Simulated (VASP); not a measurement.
# CuI (Marshite): GW quasiparticle gap

Wanted: how far GW moves the Kohn-Sham levels of CuI (Marshite). The cell is of the zinc-blende type, one of the forms listed for this formula. The start is a cell from a database of measured crystal structures.

Calculated with VASP 6.6.1; PBE; plane waves and PAW (Cu_GW, I_GW), in the first sound run; inputs show where later runs differ.

The database entry behind the starting cell differs from later determinations by our own check (about 0.15 % long (mineral sample)), so it need not match the best structure at ambient conditions.

**1. Starting point**

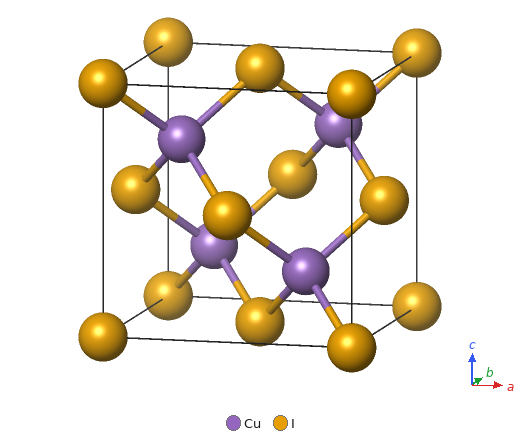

The starting structure, seen slightly off an axis (copper purple, iodine orange). This picture shows the conventional cell, with its axes. Bonds to atoms that aren't drawn are left out. Some periodic images of atoms are drawn too.

Structure file:

```
Cu I
1.0
     0.00000    3.03150    3.03150
     3.03150    0.00000    3.03150
     3.03150    3.03150    0.00000
Cu I
1 1
Direct
  0.25000 0.25000 0.25000
  0.00000 0.00000 0.00000
```

**2. Ground state, k-mesh 4×4×4**

The orbitals come from a self-consistent PBE run with a tight EDIFF and a narrow smearing. KPOINTS_OPT adds the bands along a path, which shows whether the mesh holds the band edges.

Contents of INCAR:

```
SYSTEM = CuI
PREC = Accurate
ENCUT = 440
EDIFF = 1E-08
NELM = 100
ISMEAR = 0
SIGMA = 0.01
LREAL = .FALSE.
ALGO = Normal
GGA = PE
NBANDS = 15
LASPH = .TRUE.
LORBIT = 11
LWAVE = .TRUE.
LCHARG = .FALSE.
KPAR = 8
```

Contents of POSCAR:

```
CuI
1.0
    0.0000000000      3.0315000000      3.0315000000
    3.0315000000      0.0000000000      3.0315000000
    3.0315000000      3.0315000000      0.0000000000
Cu I
1 1
Direct
    0.2500000000      0.2500000000      0.2500000000
    0.0000000000      0.0000000000      0.0000000000
```

Contents of KPOINTS:

```
Automatic mesh
0
Gamma
4 4 4
0 0 0
```

Contents of KPOINTS_OPT:

```
Line mode
12
Line-mode
Reciprocal
  0.00000000   0.00000000   0.00000000 GAMMA
  0.50000000   0.00000000   0.50000000 X

  0.50000000   0.00000000   0.50000000 X
  0.50000000   0.25000000   0.75000000 W

  0.50000000   0.25000000   0.75000000 W
  0.37500000   0.37500000   0.75000000 K

  0.37500000   0.37500000   0.75000000 K
  0.00000000   0.00000000   0.00000000 GAMMA

  0.00000000   0.00000000   0.00000000 GAMMA
  0.50000000   0.50000000   0.50000000 L

  0.50000000   0.50000000   0.50000000 L
  0.62500000   0.25000000   0.62500000 U

  0.62500000   0.25000000   0.62500000 U
  0.50000000   0.25000000   0.75000000 W

  0.50000000   0.25000000   0.75000000 W
  0.50000000   0.50000000   0.50000000 L

  0.50000000   0.50000000   0.50000000 L
  0.37500000   0.37500000   0.75000000 K

  0.62500000   0.25000000   0.62500000 U
  0.50000000   0.00000000   0.50000000 X
```

Potentials, in the order of the species: Cu_GW and I_GW (PBE family, release 64).

Launch:

```sh
mpirun -np 8 vasp_std
```

Output:

```text
[banner, memory and clock lines left out]
running    8 mpi-ranks, on    1 nodes
 distrk:  each k-point on    1 cores,    8 groups
 distr:  one band on    1 cores,    1 groups

 POSCAR found type information on POSCAR CuI
 POSCAR found :  2 types and       2 ions
|                                                                             |
|           W    W    AA    RRRRR   N    N  II  N    N   GGGG   !!!           |
|           W    W   A  A   R    R  NN   N  II  NN   N  G    G  !!!           |
|           W    W  A    A  R    R  N N  N  II  N N  N  G       !!!           |
|           W WW W  AAAAAA  RRRRR   N  N N  II  N  N N  G  GGG   !            |
|           WW  WW  A    A  R   R   N   NN  II  N   NN  G    G                |
|           W    W  A    A  R    R  N    N  II  N    N   GGGG   !!!           |
|                                                                             |
|     For optimal performance we recommend to set                             |
|       NCORE = 2 up to number-of-cores-per-socket                            |
|     NCORE specifies how many cores store one orbital (NPAR=cpu/NCORE).      |
|     This setting can greatly improve the performance of VASP for DFT.       |
|     The default, NCORE=1 might be grossly inefficient on modern             |
|     multi-core architectures or massively parallel machines. Do your        |
|     Unfortunately you need to use the default for GW and RPA                |
|     calculations (for HF NCORE is supported but not extensively tested      |
|     yet).                                                                   |
|                                                                             |

 LDA part: xc-table for (Slater+PW92), standard interpolation
 POSCAR, INCAR and KPOINTS ok, starting setup
 FFT: planning ... GRIDC
 FFT: planning ... GRID_SOFT
 FFT: planning ... GRID
 WAVECAR not read
 entering main loop
       N       E                     dE             d eps       ncg     rms          rms(c)
DAV:   1     0.106906551844E+03    0.10691E+03   -0.72735E+03   240   0.946E+02
DAV:   2    -0.623654765848E+00   -0.10753E+03   -0.93175E+02   268   0.253E+02
DAV:   3    -0.557311415632E+01   -0.49495E+01   -0.48871E+01   324   0.553E+01
DAV:   4    -0.574640383452E+01   -0.17329E+00   -0.17322E+00   360   0.115E+01
DAV:   5    -0.574838478130E+01   -0.19809E-02   -0.19809E-02   324   0.117E+00    0.383E+00
DAV:   6    -0.569058935720E+01    0.57795E-01   -0.28082E+00   277   0.318E+01    0.590E+00
DAV:   7    -0.554630119834E+01    0.14429E+00   -0.56991E-01   284   0.176E+01    0.187E+00
DAV:   8    -0.554617195234E+01    0.12925E-03   -0.73530E-02   318   0.422E+00    0.460E-01
DAV:   9    -0.554365052512E+01    0.25214E-02   -0.18011E-02   319   0.262E+00    0.718E-02
DAV:  10    -0.554371791523E+01   -0.67390E-04   -0.88460E-04   324   0.393E-01    0.200E-02
DAV:  11    -0.554376468467E+01   -0.46769E-04   -0.72073E-05   277   0.634E-02    0.935E-03
DAV:  12    -0.554376845274E+01   -0.37681E-05   -0.88074E-06   325   0.421E-02    0.553E-03
DAV:  13    -0.554376847492E+01   -0.22183E-07   -0.12864E-06   330   0.182E-02    0.779E-04
DAV:  14    -0.554376847838E+01   -0.34515E-08   -0.13410E-07   304   0.454E-03    0.428E-04
DAV:  15    -0.554376851931E+01   -0.40931E-07   -0.14984E-08   262   0.150E-03    0.127E-04
DAV:  16    -0.554376851625E+01    0.30625E-08   -0.49970E-09   169   0.775E-04
   1 F= -.55437685E+01 E0= -.55437685E+01  d E =-.358382E-11
 Start KPOINTS_OPT (optional k-point list driver)
k-point batch [1-8\120]
       N       E                     dE             ncg
DAV:   1     0.104624173987E+04   -0.40758E+03      240
DAV:   2     0.131782691682E+03   -0.91446E+03      247
DAV:   3     0.805291579005E+02   -0.51254E+02      331
DAV:   4     0.789896511423E+02   -0.15395E+01      360
DAV:   5     0.789649684940E+02   -0.24683E-01      338
DAV:   6     0.789642843154E+02   -0.68418E-03      353
DAV:   7     0.789642752263E+02   -0.90891E-05      338
DAV:   8     0.789642748813E+02   -0.34498E-06      367
DAV:   9     0.789642748768E+02   -0.44462E-08      291
[...]
k-point batch [113-120\120]
       N       E                     dE             ncg
DAV:   1     0.830075634247E+03   -0.36326E+04      248
DAV:   2     0.467229538663E+02   -0.78335E+03      247
DAV:   3     0.157764892517E+02   -0.30946E+02      352
DAV:   4     0.147941485134E+02   -0.98234E+00      332
DAV:   5     0.147816280856E+02   -0.12520E-01      352
DAV:   6     0.147812980851E+02   -0.33000E-03      353
DAV:   7     0.147812947565E+02   -0.33287E-05      352
DAV:   8     0.147812946164E+02   -0.14009E-06      375
DAV:   9     0.147812946155E+02   -0.93210E-09      296
 writing wavefunctions
```

Run time: 12 s. Hardware: 8 MPI ranks of Intel Xeon Platinum 8488C (Sapphire Rapids), shared host; peak memory 1.4 GiB; 76 s of CPU time.

The logs omit lines about the potential files and the build; timing stands in the text.

Parts of OUTCAR (step 2):

```text
ion  position               nearest neighbor table
   1  0.250  0.250  0.250-   2 2.63   2 2.63   2 2.63   2 2.63
   2  0.000  0.000  0.000-   1 2.63   1 2.63   1 2.63   1 2.63

  LATTYP: Found a face centered cubic cell.
 ALAT       =     6.0630000000

 Subroutine GETGRP returns: Found 24 space group operations
 (whereof 24 operations were pure point group operations)

The static configuration has the point symmetry T_d .

 Found      8 irreducible k-points:

   k-points           NKPTS =      8   k-points in BZ     NKDIM =      8   number of bands    NBANDS=     15

   dimension x,y,z NGX =    30 NGY =   30 NGZ =   30
   dimension x,y,z NGXF=    60 NGYF=   60 NGZF=   60

   ENCUT  =  440.0 eV  32.34 Ry    5.69 a.u.   7.33  7.33  7.33*2*pi/ulx,y,z

   NELECT =      18.0000    total number of electrons

 k-points in reciprocal lattice and weights: Automatic mesh
   0.00000000  0.00000000  0.00000000       0.016
   0.25000000  0.00000000  0.00000000       0.125
   0.50000000  0.00000000  0.00000000       0.062
   0.25000000  0.25000000  0.00000000       0.094
   0.50000000  0.25000000  0.00000000       0.375
  -0.25000000  0.25000000  0.00000000       0.188
   0.50000000  0.50000000  0.00000000       0.047
  -0.25000000  0.50000000  0.25000000       0.094

 average (electrostatic) potential at core
       1 -54.6197       2 -92.7751

 E-fermi :   4.0191

 k-point     1 :       0.0000    0.0000    0.0000
  band No.  band energies     occupation
    ...
      5       2.1237      2.00000
      6       2.1237      2.00000
      7       3.9765      2.00000
      8       3.9766      2.00000
      9       3.9766      2.00000
     10       5.0859      0.00000
     11       8.8559      0.00000
     12       8.8559      0.00000
     13       8.8559      0.00000
     14      12.1422      0.00000
    ...

 k-point     2 :       0.2500    0.0000    0.0000
  band No.  band energies     occupation
    ...
      5       2.1147      2.00000
      6       2.1147      2.00000
      7       2.7012      2.00000
      8       3.6057      2.00000
      9       3.6057      2.00000
     10       6.2247      0.00000
     11       9.4114      0.00000
     12       9.4114      0.00000
     13       9.4484      0.00000
     14      12.7709      0.00000
    ...

 k-point     3 :       0.5000    0.0000    0.0000
  band No.  band energies     occupation
    ...
      5       2.1518      2.00000
      6       2.1518      2.00000
      7       2.1963      2.00000
      8       3.2672      2.00000
      9       3.2672      2.00000
     10       6.1126      0.00000
     11       9.3970      0.00000
     12       9.3970      0.00000
     13      11.3674      0.00000
     14      13.0848      0.00000
    ...

  Total        0.1002119      0.1002119      0.1002119      0.0000000      0.0000000      0.0000000
  in kB        2.8815581      2.8815581      2.8815581      0.0000000      0.0000000      0.0000000
  external PRESSURE =       2.8815581 kB  Pullay stress =       0.0000000 kB

  energy-cutoff  :      440.00
  volume of cell :       55.72
      direct lattice vectors                 reciprocal lattice vectors
     0.000000000  3.031500000  3.031500000    -0.164934851  0.164934851  0.164934851
     3.031500000  0.000000000  3.031500000     0.164934851 -0.164934851  0.164934851
     3.031500000  3.031500000  0.000000000     0.164934851  0.164934851 -0.164934851

 POSITION                                       TOTAL-FORCE (eV/Angst)
 -----------------------------------------------------------------------------------
      1.51575      1.51575      1.51575         0.000000      0.000000      0.000000
      0.00000      0.00000      0.00000        -0.000000     -0.000000     -0.000000
 -----------------------------------------------------------------------------------
    total drift:                                0.000002      0.000002      0.000002

  FREE ENERGIE OF THE ION-ELECTRON SYSTEM (eV)
  ---------------------------------------------------
  free  energy   TOTEN  =        -5.5437685162 eV

  energy  without entropy=       -5.5437685162  energy(sigma->0) =       -5.54376852

 total charge
# of ion       s       p       d       f       tot
--------------------------------------------------
    1        0.319   0.259   9.277   0.004   9.858
    2        1.591   3.105   0.068   0.000   4.764
--------------------------------------------------
tot          1.910   3.364   9.345   0.004  14.623

[... 3 further parts left out ...]
```

Numbers from this step:

* free energy (TOTEN): -5.544 eV
* Fermi energy: 4.019 eV
* pressure: 0.2882 GPa
* least gap on mesh and path: 1.109 eV
* least direct gap on mesh and path: 1.109 eV

The highest empty bands on the path are converged less tightly, to about 0.1 eV. Electronic bands along the path, in eV, zero at the valence-band top; v1 is the highest filled band, c1 the lowest empty one:

| point | v4 | v3 | v2 | v1 | c1 | c2 | c3 | c4 |
| --- | --- | --- | --- | --- | --- | --- | --- | --- |
| Γ | -1.85 | 0.00 | 0.00 | 0.00 | 1.11 | 4.88 | 4.88 | 4.88 |
| X | -1.80 | -1.77 | -1.50 | -1.50 | 2.71 | 2.90 | 9.18 | 9.76 |
| W | -1.90 | -1.77 | -1.60 | -1.26 | 4.49 | 4.65 | 6.01 | 6.39 |
| K | -1.83 | -1.71 | -1.51 | -1.25 | 3.09 | 4.62 | 7.55 | 7.87 |
| Γ | -1.85 | 0.00 | 0.00 | 0.00 | 1.11 | 4.88 | 4.88 | 4.88 |
| L | -1.82 | -1.78 | -0.71 | -0.71 | 2.14 | 5.42 | 5.42 | 7.39 |
| U | -1.83 | -1.71 | -1.51 | -1.25 | 3.09 | 4.62 | 7.55 | 7.87 |
| W | -1.90 | -1.77 | -1.60 | -1.26 | 4.49 | 4.65 | 6.01 | 6.39 |
| L | -1.82 | -1.78 | -0.71 | -0.71 | 2.14 | 5.42 | 5.42 | 7.39 |
| K | -1.83 | -1.71 | -1.51 | -1.25 | 3.09 | 4.62 | 7.55 | 7.87 |
| jump to U | -1.83 | -1.71 | -1.51 | -1.25 | 3.09 | 4.62 | 7.55 | 7.87 |
| X | -1.80 | -1.77 | -1.50 | -1.50 | 2.71 | 2.90 | 9.18 | 9.76 |

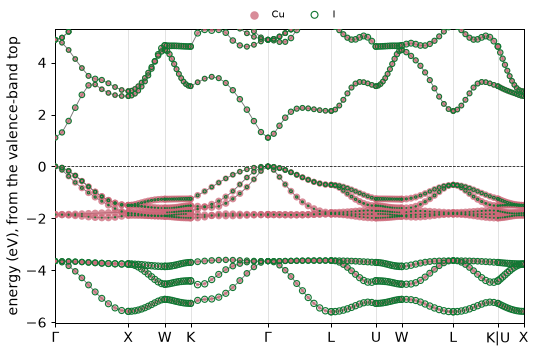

Electronic bands along the path; dots are coloured as in the legend, and their area grows with the weight.

The cell has a gap of 1.11 eV on mesh and path. Spin-orbit coupling is left out, which can shift or reorder these edges.

**3. Empty bands, k-mesh 4×4×4**

ALGO = Exact makes the empty bands from the converged ground state in one step. LOPTICS writes the k-derivatives of the orbitals (WAVEDER), which give the long-wavelength limit of the screening.

Contents of INCAR:

```
SYSTEM = CuI
PREC = Accurate
ENCUT = 440
ISMEAR = 0
SIGMA = 0.01
LREAL = .FALSE.
GGA = PE
NBANDS = 128
LASPH = .TRUE.
ALGO = Exact
NELM = 1
LWAVE = .TRUE.
LCHARG = .FALSE.
LOPTICS = .TRUE.
NEDOS = 1000
CSHIFT = 0.1
```

POSCAR is that of step 2.

KPOINTS is that of step 2.

Launch:

```sh
mpirun -np 8 vasp_std
```

Output:

```text
[banner, memory and clock lines left out]
running    8 mpi-ranks, on    1 nodes
 distrk:  each k-point on    8 cores,    1 groups
 distr:  one band on    1 cores,    8 groups

 POSCAR found type information on POSCAR CuI
 POSCAR found :  2 types and       2 ions
 [... a notice as in an earlier step ...]

 LDA part: xc-table for (Slater+PW92), standard interpolation
 found WAVECAR, reading the header
  number of bands has changed, file:    15 present:   128
  trying to continue reading WAVECAR, but it might fail
 POSCAR, INCAR and KPOINTS ok, starting setup
 FFT: planning ... GRIDC
 FFT: planning ... GRID_SOFT
 FFT: planning ... GRID
 reading WAVECAR
 random initialization beyond band           15
 the WAVECAR file was read successfully
 initial charge from wavefunction
 entering main loop
       N       E                     dE             d eps       ncg     rms          rms(c)
DIA:   1    -0.554376851849E+01   -0.55438E+01    0.00000E+00     0   0.000E+00
   1 F= -.55437685E+01 E0= -.55437685E+01  d E =-.267585E-52
 writing wavefunctions
 optical routines
 imaginary and real dielectric function
 recalculating local potential from charge density
 direction            1
 direction            2
 direction            3
```

Elapsed: 7.6 s, on 8 MPI ranks; peak memory 1.2 GiB.

Parts of OUTCAR (step 3):

```text
The static configuration has the point symmetry T_d .

 Found      8 irreducible k-points:

   k-points           NKPTS =      8   k-points in BZ     NKDIM =      8   number of bands    NBANDS=    128

   NELECT =      18.0000    total number of electrons

 E-fermi :   4.0828

 k-point     1 :       0.0000    0.0000    0.0000
  band No.  band energies     occupation
    ...
      5       2.1237      2.00000
      6       2.1237      2.00000
      7       3.9765      2.00000
      8       3.9765      2.00000
      9       3.9765      2.00000
     10       5.0859      0.00000
     11       8.8559      0.00000
     12       8.8559      0.00000
     13       8.8559      0.00000
     14      12.1422      0.00000
    ...

 k-point     2 :       0.2500    0.0000    0.0000
  band No.  band energies     occupation
    ...
      5       2.1146      2.00000
      6       2.1146      2.00000
      7       2.7012      2.00000
      8       3.6056      2.00000
      9       3.6056      2.00000
     10       6.2247      0.00000
     11       9.4114      0.00000
     12       9.4114      0.00000
     13       9.4484      0.00000
     14      12.7709      0.00000
    ...

  Total        0.1017580      0.1017580      0.1017580      0.0000000     -0.0000000      0.0000000
  in kB        2.9260152      2.9260152      2.9260152      0.0000000     -0.0000000      0.0000000
  external PRESSURE =       2.9260152 kB  Pullay stress =       0.0000000 kB

 POSITION                                       TOTAL-FORCE (eV/Angst)
 -----------------------------------------------------------------------------------
      1.51575      1.51575      1.51575        -0.000000     -0.000000     -0.000000
      0.00000      0.00000      0.00000         0.000000      0.000000      0.000000
 -----------------------------------------------------------------------------------
    total drift:                                0.000002      0.000002      0.000002

  FREE ENERGIE OF THE ION-ELECTRON SYSTEM (eV)
  ---------------------------------------------------
  free  energy   TOTEN  =        -5.5437685185 eV

  energy  without entropy=       -5.5437685185  energy(sigma->0) =       -5.54376852

 plasma frequency squared (from intraband transitions) (eV^2)
  --------------------------------------------------------------------------------------
       0.000      -0.000      -0.000
      -0.000       0.000       0.000
      -0.000       0.000       0.000

[... 10 parts as in an earlier step ...]

[... 2 further parts left out ...]
```

WAVECAR now holds 128 bands for 18 electrons. Its independent-particle dielectric tensor has xx, yy, zz = 10.0, 10.0, 10.0 on this mesh, which isn't tested for convergence in mesh or bands and lacks local fields.

(Part 1 of 3 ends here.)

[Lines on the potential files, build, host, timing and source positions are cut from VASP's logs without a mark.]

[Logs are printed without paths, hosts, clocks, repeated set-up lines and the standing remarks that a program may print on its own settings, such as how far it seeks lower states.]

[Hosts, paths, dates, database ids (printed as entryN), source tags and the programs' standing remarks are cut or masked in the printed files.]

[Pressures printed for these runs are not shown converged in the cutoff: they can be off by several GPa and have the wrong sign.]
